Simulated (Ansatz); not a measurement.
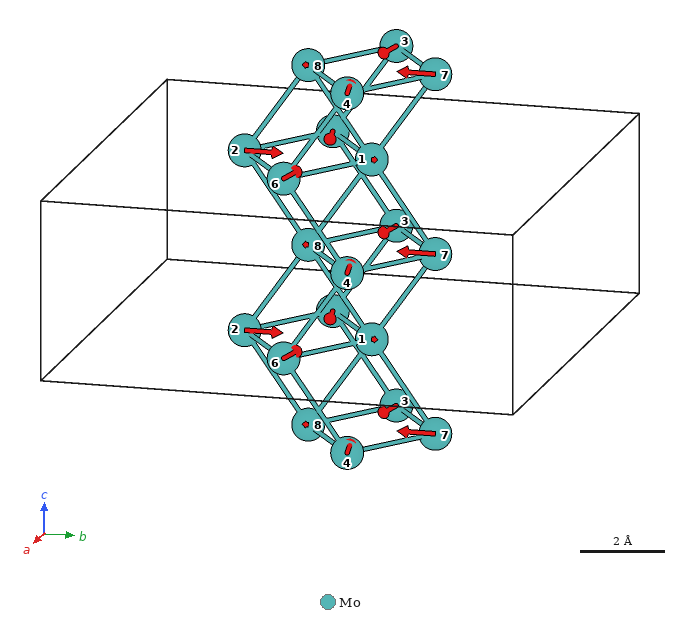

This is a relaxation of a wire of composition Mo. The starting structure is drawn; red arrows show the displacements (the part carried along by the change of the cell is left out), magnified 5 times.

The picture is a ball-and-stick view of the cell of the calculation, with the vacuum cut short, seen slightly off an axis.

Case: wire along [1 1 0], 8 atoms a period.

All numbers below come from DFT PBE, scalar-relativistic, plane waves, PAW (Ansatz).

Input
```yaml
crystal:
  lattice:
    - [13.5, 0.0, 0.0]
    - [0.0, 14.0, 0.0]
    - [0.0, 0.0, 4.4695390374]
  atoms:
    - { symbol: Mo, position: [0.5, 0.5564364529, 0.0] }
    - { symbol: Mo, position: [0.5, 0.3306906413, 0.0] }
    - { symbol: Mo, position: [0.3344615171, 0.5564364529, 0.5] }
    - { symbol: Mo, position: [0.6655384829, 0.5564364529, 0.5] }
    - { symbol: Mo, position: [0.3344615171, 0.4435635471, 0.0] }
    - { symbol: Mo, position: [0.6655384829, 0.4435635471, 0.0] }
    - { symbol: Mo, position: [0.5, 0.6693093587, 0.5] }
    - { symbol: Mo, position: [0.5, 0.4435635471, 0.5] }
basis:
  ecutwfc: 420
kpoints:
  mp_grid: { grid: [1, 1, 8] }
hamiltonian:
  xc: pbe
scf:
  occupations: { method: gaussian, width: 0.05 }
output:
  forces: true
  stress: true
  eigenvalues: true
  populations: true
  write_density: true
  write_potential: true
  elf: true
  volumetric_format: npy
relax:
  adjacent_minimum: "off"
  f_tol: 0.02
  max_steps: 45
  cell: { fix: [a, b, alpha, beta, gamma], stress_tol: 0.03 }
```

Run as
```bash
ansatz run input.yaml --threads 4 --pin off --max-ram 9216MiB --backend cpu --events-out ev --progress --plain --runs-dir out
```

### What did the optimiser do to the structure, and how much energy did it gain?

Over 6 accepted moves (8 points after the start) the energy falls by 3.230 eV per cell of the calculation. The largest force component goes from 3.9 to 0.0053 eV/Å. The line search rejected the trial step at point 2 of the run. The SCF was repeated once at an unchanged geometry on a basis and grid sized afresh for the cell, which shifted the energy by 2.1 meV per cell of the calculation at most. The largest moves relative to the layer's centre, 0.20 Å, are those of Mo3, Mo4, Mo5 and Mo6. Along the periodic axis the drawn cell goes c 4.470 → 4.200 Å (−6.0 %). Among the contacts that change: Mo2–Mo5 2.737 → 2.485 Å, Mo1–Mo7 2.737 → 2.498 Å, Mo1–Mo3 3.160 → 2.928 Å, Mo1–Mo2 3.160 → 2.998 Å. Bond angles that change, for instance: Mo8–Mo1–Mo8 109.5° → 103.8°, Mo7–Mo1–Mo8 180.0° → 174.7°, Mo5–Mo1–Mo6 109.5° → 104.5°. Cost: 55 s on 4 threads of Arm Neoverse V2 (shared host), peak memory 1.6 GiB.

Limits of the set-up: the k-point mesh is coarse for a cell with partly filled bands.
